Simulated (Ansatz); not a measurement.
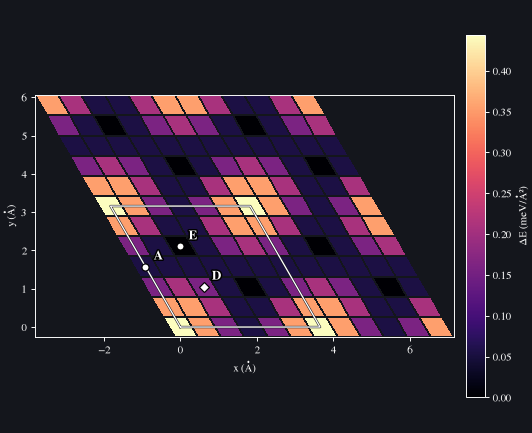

A bilayer of two ZrS₂ sheets (1T type), the upper one turned by 180 degrees about the normal (6 atoms in the cell). 
- The upper layer of a bilayer is slid over the lower one; relaxed at each slide: nothing; the origin of the map has S4 above S3; the distance between the facing planes is held at 3.84 Å.
- Places are given modulo a cell vector. The map is drawn in real space over the plane of the slide.
- The scan uses a 6 × 6 grid; 7 points were computed and 29 follow by symmetry.
- Energies: meV/Å², counted from the lowest grid point.
- At a held distance the lowest stacking need not be the one that binds best once the distance relaxes.
- Level of theory: Ansatz 0.2.0, DFT PBE+D3(BJ), scalar-relativistic, plane waves, PAW. Settings: cutoff 420 eV, k-mesh 9×9×1, gaussian smearing 0.05 eV, no spin polarisation.

The picture shows one coloured cell a grid point, the outline of one cell of the 2 × 2 shown, lettered points.

### Is D the lowest point of the computed grid?

No. D lies 0.159 meV/Å² above the lowest grid point, which is at (2/6, 4/6) of the cell vectors.

### What kind of point is each of A, D, E: minimum, saddle, maximum or slope?

A: saddle point; D: on a slope; E: minimum. (In these two coordinates alone; a stationary point may lie a little off the grid point.)

PAW datasets: the set soft_1.
